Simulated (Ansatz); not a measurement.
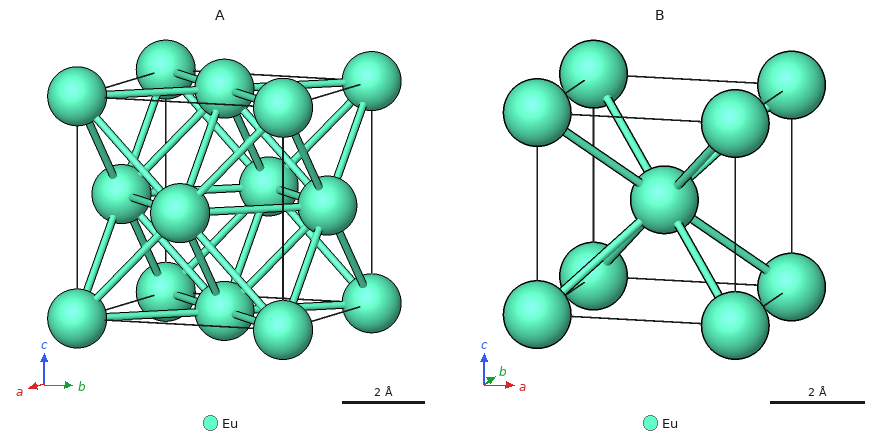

Two structures of Eu, each relaxed to rest (conventional cells in solid outline, small ones repeated, not to one scale). Method: DFT PBE, scalar-relativistic, plane waves, PAW in Ansatz 0.2.0, with collinear spins.

**What are A and B?**

A: face-centred cubic (Cu type), Fm-3m. B: body-centred cubic (W type), Im-3m.

**Which form lies lower?**

A is lower, by 23 meV/atom at this level of theory (energies at zero smearing). Volumes: A 41.3, B 42.1 Å³/atom.

One or both may be structure types tried for this composition rather than known phases.
